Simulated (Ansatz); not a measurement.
The structure in question:

```cif
data_structure
_symmetry_space_group_name_H-M 'P 1'
_symmetry_Int_Tables_number 1
_cell_length_a 6.6332
_cell_length_b 6.6332
_cell_length_c 6.6332
_cell_angle_alpha 90.000
_cell_angle_beta 90.000
_cell_angle_gamma 90.000
_cell_volume 291.86
loop_
_atom_site_label
_atom_site_type_symbol
_atom_site_fract_x
_atom_site_fract_y
_atom_site_fract_z
_atom_site_occupancy
In1 In 0.00000 0.00000 0.00000 1
Sb1 Sb 0.25000 0.25000 0.75000 1
In2 In 0.00000 0.50000 0.50000 1
Sb2 Sb 0.25000 0.75000 0.25000 1
In3 In 0.50000 0.00000 0.50000 1
Sb3 Sb 0.75000 0.25000 0.25000 1
In4 In 0.50000 0.50000 0.00000 1
Sb4 Sb 0.75000 0.75000 0.75000 1
```

**Say what kind of structure these coordinates give.**

The material is InSb. The structure has F-43m (No. 216) symmetry and a face-centred cubic lattice. Type of structure: zinc blende (sphalerite type). One cell contains 4 In, 4 Sb, 8 atoms in all. Each In atom has four Sb in a tetrahedral arrangement at 2.87 Å around it. The neighbours of Sb are four In in a tetrahedral arrangement at 2.87 Å. The bonds build a three-dimensional framework.

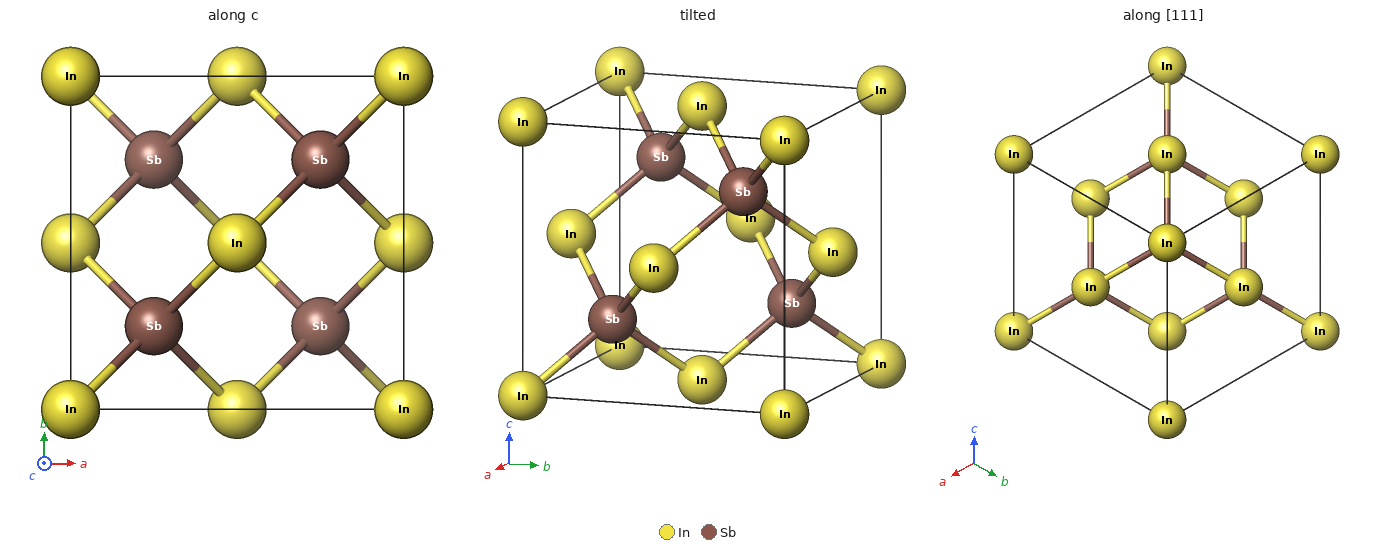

An orthographic ball-and-stick view of the structure, along the c axis, slightly off an axis and along [111]. One conventional unit cell is framed, with atoms on its boundary repeated.

The structure comes from a structure listed in the Materials Project. Earlier steps of the study may have refined or changed the cell and positions. A calculation with Ansatz used it as input.
